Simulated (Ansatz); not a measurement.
# Nb2N5: geometry relaxation (part 3 of 3)

The same run, continued: Nb2N5 (C2/m, 7 atoms in the cell); DFT r2SCAN, scalar-relativistic, plane waves, PAW (Ansatz 0.2.0); cutoff 500 eV, 6×6×6 k-mesh, Gaussian smearing of 0.1 eV, collinear spins. The structure was made by swapping elements on the sites of another compound; it need not be a known phase. The run did not end well. It belongs to a series of runs on one base structure; here: O -> N on all its sites, cell and atoms relaxed.

Geometry of the input (Å; fractional positions):
```
6.6018  -1.9577  0.0079
6.6018  1.9577  0.0079
-0.0549  0.0000  4.0777
Nb 0.8536  0.8536  0.9335
Nb 0.1464  0.1464  0.0665
N  0.8512  0.8512  0.4879
N  0.1488  0.1488  0.5121
N  0.0000  0.0000  0.0000
N  0.6848  0.6848  0.0040
N  0.3152  0.3152  0.9960
```

## Output, continued
```
SCF iter   1: F=—  HF=-11047.979412 eV  |F-HF|=—  |Δ(HF+E_count)|=         —  Δρ=1.36e-2 (↑6.72e-3 ↓1.36e-2)  dr2=9.62e-2  dr2_τ=1.78e-1  dr2_m=7.63e-2  M=5.000 μB ∫|m|=6.197 μB  β_m=1.00  ethr=1.70e-4  ⟨swp⟩=2.0  Hψ=27880  notcnv=0
preconditioner: auto → Kerker (q_TF=auto, 2.403 Å⁻¹)  [metal: Δε(μ)=0.021 eV  Ē_g=9.542 eV  σ=0.100 eV  W_gap=0.12  n_scr=26 (ndim 8)  ℏωp=21.0 eV  f_vac=0.130  D(μ)=1.42/eV (n_scr^D=4)]
spin=Collinear: Kerker preconditioning applied to the charge; magnetization (m = ρ↑ − ρ↓) channel mixes plain (no charge-response kernel on spin).
SCF iter   2: F=—  HF=-11048.205013 eV  |F-HF|=—  |Δ(HF+E_count)|=   2.26e-1  Δρ=5.31e-3 (↑3.97e-3 ↓5.31e-3)  dr2=5.94e-2  dr2_τ=7.42e-4  dr2_m=3.56e-3  M=5.000 μB ∫|m|=6.232 μB  β_m=1.00  ethr=1.70e-4  ⟨swp⟩=2.1  Hψ=8457  notcnv=0  κ⁻¹=1.0e0(r=1)
SCF iter   3: F=—  HF=-11048.228994 eV  |F-HF|=—  |Δ(HF+E_count)|=   2.40e-2  Δρ=3.25e-3 (↑2.84e-3 ↓3.25e-3)  dr2=3.77e-2  dr2_τ=2.44e-4  dr2_m=5.24e-4  M=5.000 μB ∫|m|=6.255 μB  β_m=1.00  ethr=1.16e-4  ⟨swp⟩=2.0  Hψ=6866  notcnv=0  defer=8  κ⁻¹=2.5e-2(r=2)
SCF iter   4: F=—  HF=-11048.232578 eV  |F-HF|=—  |Δ(HF+E_count)|=   3.58e-3  Δρ=1.59e-3 (↑1.59e-3 ↓1.17e-3)  dr2=1.33e-2  dr2_τ=5.76e-5  dr2_m=1.79e-4  M=5.000 μB ∫|m|=6.277 μB  β_m=1.00  ethr=7.40e-5  ⟨swp⟩=2.0  Hψ=7733  notcnv=0  defer=40  κ⁻¹=4.6e-3(r=3)
SCF iter   5: F=—  HF=-11048.229833 eV  |F-HF|=—  |Δ(HF+E_count)|=   2.74e-3  Δρ=9.73e-4 (↑6.59e-4 ↓9.73e-4)  dr2=3.38e-3  dr2_τ=3.56e-5  dr2_m=1.27e-4  M=5.000 μB ∫|m|=6.261 μB  β_m=1.00  ethr=2.61e-5  ⟨swp⟩=2.0  Hψ=6208  notcnv=0  defer=49  κ⁻¹=1.4e-3(r=4)
SCF iter   6: F=—  HF=-11048.231899 eV  |F-HF|=—  |Δ(HF+E_count)|=   2.07e-3  Δρ=5.10e-4 (↑4.47e-4 ↓5.10e-4)  dr2=9.65e-4  dr2_τ=5.89e-6  dr2_m=4.40e-5  M=5.000 μB ∫|m|=6.242 μB  β_m=1.00  ethr=6.64e-6  ⟨swp⟩=2.0  Hψ=6306  notcnv=0  defer=46  κ⁻¹=4.0e-4(r=5)
SCF iter   7: F=—  HF=-11048.232454 eV  |F-HF|=—  |Δ(HF+E_count)|=   5.55e-4  Δρ=3.13e-4 (↑3.13e-4 ↓2.83e-4)  dr2=2.99e-4  dr2_τ=3.98e-6  dr2_m=1.49e-5  M=5.000 μB ∫|m|=6.240 μB  β_m=1.00  ethr=1.89e-6  ⟨swp⟩=2.0  Hψ=6874  notcnv=0  defer=36  κ⁻¹=1.1e-4(r=6)
SCF iter   8: F=—  HF=-11048.232521 eV  |F-HF|=—  |Δ(HF+E_count)|=   6.67e-5  Δρ=1.69e-4 (↑1.59e-4 ↓1.69e-4)  dr2=1.21e-4  dr2_τ=1.10e-6  dr2_m=3.58e-6  M=5.000 μB ∫|m|=6.245 μB  β_m=1.00  ethr=5.86e-7  ⟨swp⟩=2.2  Hψ=6569  notcnv=0  defer=36  κ⁻¹=5.2e-5(r=7)
SCF iter   9: F=—  HF=-11048.232545 eV  |F-HF|=—  |Δ(HF+E_count)|=   2.48e-5  Δρ=1.03e-4 (↑1.02e-4 ↓1.03e-4)  dr2=5.16e-5  dr2_τ=4.11e-7  dr2_m=4.55e-7  M=5.000 μB ∫|m|=6.249 μB  β_m=1.00  ethr=2.38e-7  ⟨swp⟩=2.2  Hψ=6506  notcnv=0  defer=36  κ⁻¹=8.9e-6(r=8)
SCF iter  10: F=—  HF=-11048.232571 eV  |F-HF|=—  |Δ(HF+E_count)|=   2.52e-5  Δρ=6.42e-5 (↑6.42e-5 ↓5.46e-5)  dr2=2.06e-5  dr2_τ=1.17e-7  dr2_m=4.31e-7  M=5.000 μB ∫|m|=6.247 μB  β_m=1.00  ethr=1.01e-7  ⟨swp⟩=2.1  Hψ=6507  notcnv=0  defer=36  κ⁻¹=3.9e-5(r=8)
SCF iter  11: F=—  HF=-11048.232578 eV  |F-HF|=—  |Δ(HF+E_count)|=   7.35e-6  Δρ=4.41e-5 (↑3.99e-5 ↓4.41e-5)  dr2=6.27e-6  dr2_τ=7.46e-8  dr2_m=4.70e-7  M=5.000 μB ∫|m|=6.245 μB  β_m=1.00  ethr=4.03e-8  ⟨swp⟩=2.0  Hψ=6754  notcnv=0  defer=36  κ⁻¹=2.0e-5(r=8)
SCF iter  12: F=—  HF=-11048.232579 eV  |F-HF|=—  |Δ(HF+E_count)|=   1.31e-6  Δρ=2.49e-5 (↑2.14e-5 ↓2.49e-5)  dr2=2.05e-6  dr2_τ=2.75e-8  dr2_m=1.71e-7  M=5.000 μB ∫|m|=6.246 μB  β_m=1.00  ethr=1.23e-8  ⟨swp⟩=2.0  Hψ=6787  notcnv=0  defer=36  κ⁻¹=4.9e-5(r=8)
SCF iter  13: F=—  HF=-11048.232582 eV  |F-HF|=—  |Δ(HF+E_count)|=   2.29e-6  Δρ=1.28e-5 (↑1.28e-5 ↓1.20e-5)  dr2=9.95e-7  dr2_τ=5.59e-9  dr2_m=2.32e-8  M=5.000 μB ∫|m|=6.247 μB  β_m=1.00  ethr=4.01e-9  ⟨swp⟩=2.0  Hψ=7006  notcnv=0  defer=36  κ⁻¹=4.4e-5(r=8)
SCF iter  14: F=—  HF=-11048.232582 eV  |F-HF|=—  |Δ(HF+E_count)|=   3.17e-7  Δρ=8.62e-6 (↑8.20e-6 ↓8.62e-6)  dr2=4.54e-7  dr2_τ=2.73e-9  dr2_m=1.44e-8  M=5.000 μB ∫|m|=6.247 μB  β_m=1.00  ethr=1.95e-9  ⟨swp⟩=2.0  Hψ=6900  notcnv=0  defer=36  κ⁻¹=6.5e-5(r=8)
SCF iter  15: F=—  HF=-11048.232582 eV  |F-HF|=—  |Δ(HF+E_count)|=   1.61e-7  Δρ=6.25e-6 (↑5.06e-6 ↓6.25e-6)  dr2=1.47e-7  dr2_τ=1.08e-9  dr2_m=4.75e-9  M=5.000 μB ∫|m|=6.247 μB  β_m=1.00  ethr=8.89e-10  ⟨swp⟩=2.0  Hψ=6977  notcnv=0  defer=36  κ⁻¹=1.2e-4(r=8)
SCF iter  16: F=—  HF=-11048.232582 eV  |F-HF|=—  |Δ(HF+E_count)|=   9.61e-8  Δρ=3.76e-6 (↑3.39e-6 ↓3.76e-6)  dr2=6.73e-8  dr2_τ=4.20e-10  dr2_m=1.81e-9  M=5.000 μB ∫|m|=6.247 μB  β_m=1.00  ethr=2.88e-10  ⟨swp⟩=2.0  Hψ=6635  notcnv=0  defer=36  κ⁻¹=8.5e-5(r=8)
```

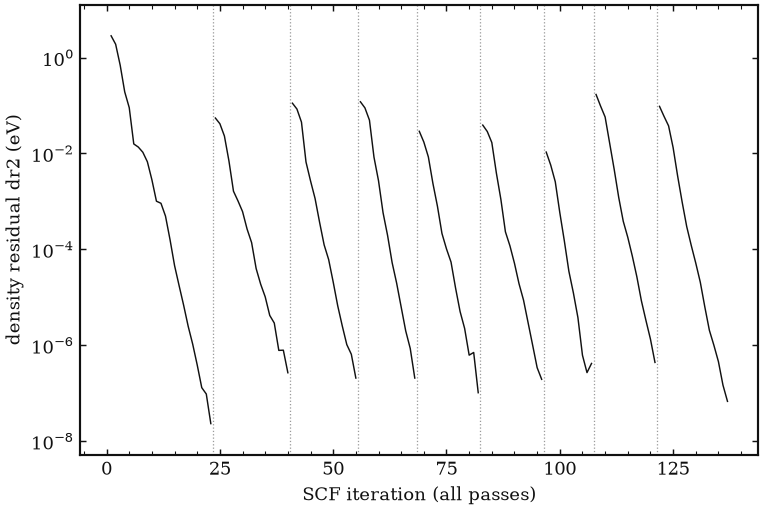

Fig. 1: Convergence of the self-consistent field: density residual dr2 against the SCF iteration. Dotted lines part the SCF passes that the log prints in full.

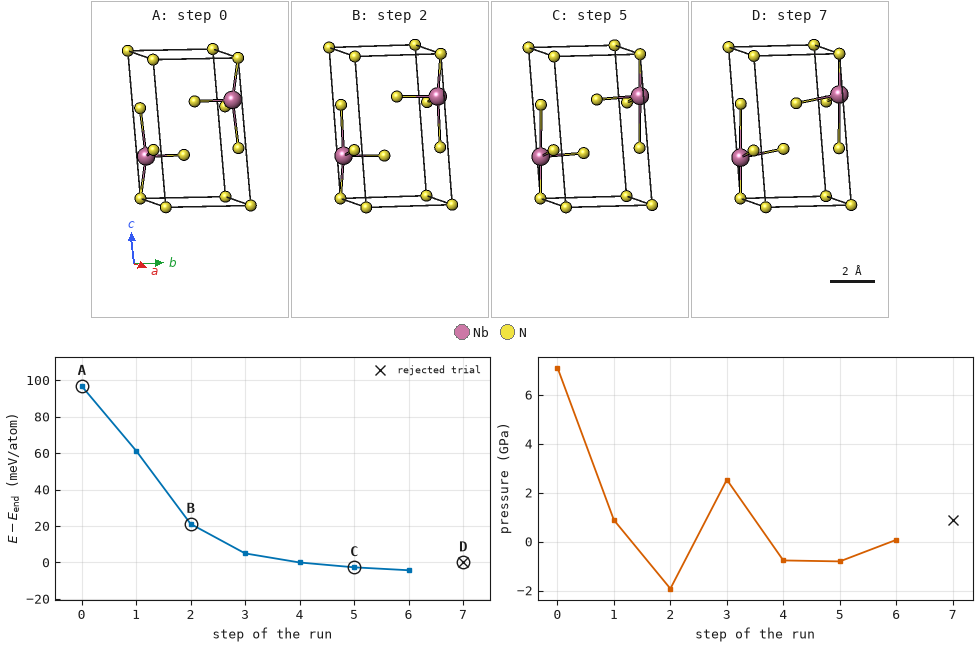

Fig. 2: Frames of the relaxation (ball-and-stick view of the reduced cell, seen slightly off an axis) above the curves, on which the letters mark them (the first geometry is step 0 here and step 1 in the log).

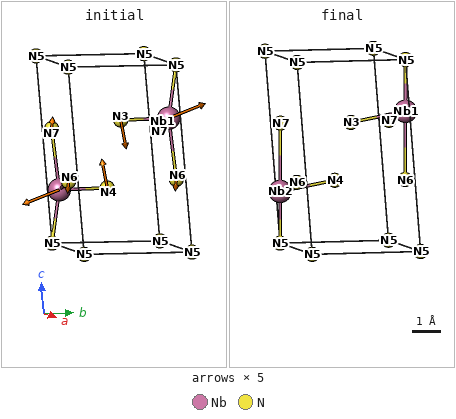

Fig. 3: Before (left) and after (right) the relaxation, at one scale (ball-and-stick view of the reduced cell, seen slightly off an axis). The orange arrows give the displacements (without the part carried along by the change of the cell), magnified 5 times. The run was cut off at its time limit before the relaxation converged, so the last structure is only a point on the way. The largest moves relative to the cell, 0.30 Å, are those of Nb1 and Nb2. Largest moves by element: Nb 0.30 Å, N 0.22 Å. Cell: a stays at 3.915 Å, b 4.078 → 4.101 Å (+0.6 %), c 6.886 → 7.049 Å (+2.4 %), α 90.7° → 90.1°, β 106.5° → 106.1°. Volume +3.2 %. Distances before and after: Nb1–N3 1.817 → 2.094 Å, Nb1–N6 2.251 → 2.479 Å, Nb1–N5 1.948 → 1.881 Å, Nb1–N7 2.039 → 2.028 Å. Among the angles that change: Nb1–N3–Nb1 178.2° → 160.5°, N3–Nb1–N3 178.2° → 160.5°, N3–Nb1–N5 83.5° → 100.2°. The space group stays C2/m (No. 12). After 7 geometry steps the energy has fallen by 96.9 meV per atom. The largest force component goes from 2.3 to 0.51 eV/Å. Pressure: 7.12 GPa at the start and 0.90 GPa at the end. The line search rejected the trial step at point 7 (counted from 0) and went back. (Atoms are counted from 1 in the order of the input.)

```
Step cancelled. What follows is not a result of the run: it is the report of the last solve that finished, which converged after 14 SCF iterations.
Magnetization: 5.0000 μB (28.0000 up, 23.0000 down)
Absolute magnetization: 6.1151 μB (∫|ρ↑−ρ↓|, with the PAW one-centre terms)
Spin contamination: 0.2020 ħ² per cell (⟨S²⟩ above its minimum at these occupations)
Per-site moments (μB) at R_I (Å): [(-0.13418158141284586, 0.775747407742624), (-0.1341815814128465, 0.7757474077426255), (1.2160467300458846, 0.8527777968339867), (1.2160467300458846, 0.8527777968339864), (0.3055168780675562, 0.775747407742624), (0.9083471553255916, 0.8367445478786913), (0.9083471553255914, 0.8367445478786913)]
Free energy (F): -11048.191465 eV
Harris-Foulkes:  -11048.191464 eV  (|F-HF|=4.01e-7)
Internal energy: -11048.180116 eV  (E = F + TS)
E sigma→0 (E₀):  -11048.185790 eV
Entropy (-TS):   -0.011349 eV (-1.621 meV/atom)
Fermi energy:    5.863818 eV
--- Per-component energies (eV) ---
  E_band       = -502.418182
  E_kinetic    = 1420.886822
  E_local      = -3940.753970  (includes V_loc(G=0)·N_el)
  E_nonlocal   = 462.589940
  E_hartree    = 1347.690935
  E_xc         = -629.937678
  E_vxc        = -885.852208  (∫ρ·V_xc dr)
  E_paw        = -6820.578280  (= ΣΔE_a)
  E_vpaw       = -309.302443  (= ΣTr[D̂ρ^β])
  E_aug_tail   = 0.000136  (compensation charges beyond the density's cutoff)
  E_vtau       = 54.618526  (kinetic-family band-sum trace: ∫τ·v_τ [+ j·A + Jᵃ·Aᵃ] dr)
  E_ewald      = -2887.545336
  E_core_change = -0.532684  (= ΣΔE_core)
  E_smearing   = -0.011349  (= −TS)
  E_closure    = -0.000000  (closes the sum)
  Σ components = -11048.191465   (vs F -11048.191465, Δ=0.00e0)
--- Forces (eV/Å), atoms counted from 1 ---
  atom   1  Nb    -0.51243780    -0.00000000    -0.15343953
  atom   2  Nb     0.51243780     0.00000000     0.15343953
  atom   3  N      0.29593783     0.00000000     0.14535864
  atom   4  N     -0.29593783    -0.00000000    -0.14535864
  atom   5  N      0.00000000     0.00000000    -0.00000000
  atom   6  N     -0.07284882    -0.00000000    -0.00077920
  atom   7  N      0.07284882     0.00000000     0.00077920
  max |Σ_I F_I| component: 5.55e-17 eV/Å
--- Stress (GPa, compression-positive) ---
        2.401052       0.000000      -0.029804
        0.000000       1.515855      -0.000000
       -0.029829      -0.000000      -1.403823
  P = ⅓ Tr σ = 0.8377 GPa (8.377 kbar)
--- Band table (eV; the first three rows and the last of 136) ---
  k-point 0 ↑: bands = ["-50.2273", "-50.2174", "-25.8669", "-25.6689", "-25.6125", "-25.5862", "-25.5524", "-25.5358", "-9.9326", "-9.0897", "-8.8840", "-8.7571", "-7.3505", "1.0813", "1.9882", "2.1055", "2.4201", "3.2177", "3.3310", "3.7131", "3.7780", "3.9557", "4.0437", "4.0923", "4.1657", "4.7087", "5.4441", "5.6122", "8.0886", "8.2972", "9.1311", "10.4442", "11.2938", "11.9931", "12.0677"]
  k-point 1 ↑: bands = ["-50.2269", "-50.2171", "-25.8657", "-25.6681", "-25.6115", "-25.5852", "-25.5742", "-25.5568", "-9.7892", "-8.9497", "-8.8190", "-8.6675", "-7.3418", "1.0723", "1.6437", "2.0391", "2.3660", "3.0623", "3.2266", "3.3992", "3.7573", "3.7832", "3.9031", "3.9872", "4.2108", "4.7071", "4.7339", "5.4722", "8.6570", "8.8501", "8.9745", "10.4573", "10.8516", "12.3565", "12.4280"]
  k-point 2 ↑: bands = ["-50.2262", "-50.2163", "-25.8634", "-25.6664", "-25.6174", "-25.6096", "-25.5984", "-25.5835", "-9.5371", "-8.8481", "-8.6241", "-8.2657", "-7.3245", "0.9739", "1.3110", "1.8047", "2.2007", "2.5575", "2.6232", "3.1199", "3.2527", "3.3815", "3.5405", "3.8315", "3.9780", "4.3872", "4.7735", "5.3407", "9.4624", "9.6794", "9.8183", "10.4836", "11.1303", "12.4419", "13.2217"]
  k-point 67 ↓: bands = ["-50.4642", "-50.4583", "-25.9988", "-25.9937", "-25.9307", "-25.9246", "-25.8977", "-25.8592", "-7.4628", "-6.8465", "-6.7069", "-5.5551", "-4.9924", "1.6232", "1.8940", "2.1655", "2.4933", "3.1558", "4.1187", "4.6906", "4.9334", "4.9678", "5.3229", "5.5777", "6.0241", "6.5274", "6.9864", "8.2931", "10.4098", "10.5359", "11.1802", "11.5602", "11.7198", "12.2746", "12.8033"]
End of that report.
Error: SIGTERM received: cancelled by the caller after 16 completed SCF iterations
```

## Trajectory as extended XYZ (Å, eV, eV/Å), 8 frames, from step=1 to step=8
```
7
Lattice="6.6018 -1.9577 0.0079 6.6018 1.9577 0.0079 -0.0549 0.0000 4.0777" Properties=species:S:1:pos:R:3:forces:R:3 step=1 energy=-11047.51341 pressure_GPa=7.12
Nb   11.2200    0.0000    3.8199   -0.0924   0.0000   2.3176
Nb    1.9288    0.0000    0.2735    0.0924   0.0000  -2.3176
N    11.2123    0.0000    2.0031    0.1445   0.0000  -2.1903
N     1.9365    0.0000    2.0904   -0.1445   0.0000   2.1903
N     0.0000    0.0000    0.0000    0.0000   0.0000   0.0000
N     9.0415    0.0000    0.0270   -0.4389   0.0000   0.0993
N     4.1073    0.0000    4.0665    0.4389   0.0000  -0.0993
7
Lattice="6.6931 -1.9823 0.0563 6.6931 1.9823 0.0563 -0.0258 0.0000 4.1209" Properties=species:S:1:pos:R:3:forces:R:3 step=2 energy=-11047.76212 pressure_GPa=0.88
Nb   11.4117    0.0000    3.9871   -0.0693   0.0000   1.8573
Nb    1.9486    0.0000    0.2464    0.0693   0.0000  -1.8573
N    11.4377    0.0000    2.1182    0.0442   0.0000  -1.5799
N     1.9227    0.0000    2.1153   -0.0442   0.0000   1.5799
N     0.0000    0.0000    0.0000    0.0000   0.0000   0.0000
N     9.1367    0.0000    0.0930   -0.1558   0.0000   0.1367
N     4.2237    0.0000    4.1405    0.1558   0.0000  -0.1367
7
Lattice="6.7475 -1.9918 0.0812 6.7475 1.9918 0.0812 -0.0108 0.0000 4.1234" Properties=species:S:1:pos:R:3:forces:R:3 step=3 energy=-11048.04334 pressure_GPa=-1.92
Nb   11.5201    0.0000    4.1336    0.1996   0.0000   1.1559
Nb    1.9641    0.0000    0.1523   -0.1996   0.0000  -1.1559
N    11.5827    0.0000    2.1750   -0.0349   0.0000  -0.9073
N     1.9014    0.0000    2.1109    0.0349   0.0000   0.9073
N     0.0000    0.0000    0.0000    0.0000   0.0000   0.0000
N     9.1816    0.0000    0.1268    0.0755   0.0000   0.0883
N     4.3025    0.0000    4.1591   -0.0755   0.0000  -0.0883
7
Lattice="6.5945 -1.9873 0.0648 6.5945 1.9873 0.0648 -0.0197 0.0000 4.1149" Properties=species:S:1:pos:R:3:forces:R:3 step=4 energy=-11048.15659 pressure_GPa=2.53
Nb   11.2674    0.0000    4.2259   -0.2851   0.0000  -0.0059
Nb    1.9019    0.0000    0.0186    0.2851   0.0000   0.0059
N    11.2945    0.0000    2.1681   -0.1579   0.0000   0.0015
N     1.8748    0.0000    2.0764    0.1579   0.0000  -0.0015
N     0.0000    0.0000    0.0000    0.0000   0.0000   0.0000
N     8.9239    0.0000    0.0932    0.3013   0.0000   0.0027
N     4.2455    0.0000    4.1513   -0.3013   0.0000  -0.0027
7
Lattice="6.7296 -1.9709 0.0470 6.7296 1.9709 0.0470 -0.0318 0.0000 4.1362" Properties=species:S:1:pos:R:3:forces:R:3 step=5 energy=-11048.19149 pressure_GPa=-0.77
Nb   11.4836    0.0000    4.2175    0.3262   0.0000   0.0069
Nb    1.9438    0.0000    0.0127   -0.3262   0.0000  -0.0069
N    11.4550    0.0000    2.1497    0.0254   0.0000  -0.0089
N     1.9724    0.0000    2.0805   -0.0254   0.0000   0.0089
N     0.0000    0.0000    0.0000    0.0000   0.0000   0.0000
N     9.1782    0.0000    0.0651   -0.1416   0.0000  -0.0024
N     4.2492    0.0000    4.1651    0.1416   0.0000   0.0024
7
Lattice="6.7472 -1.9748 0.0474 6.7472 1.9748 0.0474 -0.0317 0.0000 4.1295" Properties=species:S:1:pos:R:3:forces:R:3 step=6 energy=-11048.21007 pressure_GPa=-0.81
Nb   11.5394    0.0000    4.2112    0.2614   0.0000   0.0051
Nb    1.9233    0.0000    0.0132   -0.2614   0.0000  -0.0051
N    11.4428    0.0000    2.1460   -0.0737   0.0000  -0.0069
N     2.0199    0.0000    2.0784    0.0737   0.0000   0.0069
N     0.0000    0.0000    0.0000    0.0000   0.0000   0.0000
N     9.1775    0.0000    0.0658   -0.0531   0.0000  -0.0015
N     4.2853    0.0000    4.1586    0.0531   0.0000   0.0015
7
Lattice="6.7361 -1.9700 0.0440 6.7361 1.9700 0.0440 -0.0337 0.0000 4.1262" Properties=species:S:1:pos:R:3:forces:R:3 step=7 energy=-11048.22129 pressure_GPa=0.07
Nb   11.5271    0.0000    4.2000    0.1760   0.0000  -0.0347
Nb    1.9113    0.0000    0.0142   -0.1760   0.0000   0.0347
N    11.3850    0.0000    2.1322   -0.0714   0.0000   0.0421
N     2.0534    0.0000    2.0821    0.0714   0.0000  -0.0421
N     0.0000    0.0000    0.0000    0.0000   0.0000   0.0000
N     9.1569    0.0000    0.0642   -0.0521   0.0000   0.0025
N     4.2815    0.0000    4.1501    0.0521   0.0000  -0.0025
7
Lattice="6.7715 -1.9576 0.0443 6.7715 1.9576 0.0443 -0.0338 0.0000 4.1013" Properties=species:S:1:pos:R:3:forces:R:3 step=8 energy=-11048.19146 pressure_GPa=0.90 accepted=F
Nb   11.6285    0.0000    4.1867   -0.5124   0.0000  -0.1534
Nb    1.8806    0.0000    0.0033    0.5124   0.0000   0.1534
N    11.2935    0.0000    2.1196    0.2959   0.0000   0.1454
N     2.2156    0.0000    2.0704   -0.2959   0.0000  -0.1454
N     0.0000    0.0000    0.0000    0.0000   0.0000   0.0000
N     9.1830    0.0000    0.0681   -0.0728   0.0000  -0.0008
N     4.3261    0.0000    4.1219    0.0728   0.0000   0.0008
```

## Outcome

```json
{"quantity": "outcome", "value": "stopped at the time limit"}
{"quantity": "space group (tolerance 0.01 Å)", "value": "C2/m (12)"}
{"quantity": "final cell", "value": "a = 7.049 Å, b = 7.049 Å, c = 4.101 Å, α = 90.09°, β = 90.09°, γ = 32.25°"}
{"quantity": "wall time", "value": "6.4 min (CPU time 13 min)"}
{"quantity": "peak memory", "value": "1.1 GiB"}
```

## What went wrong

The run was cut off by its time limit, so the output is incomplete. The electronic state found may not be the lowest one.
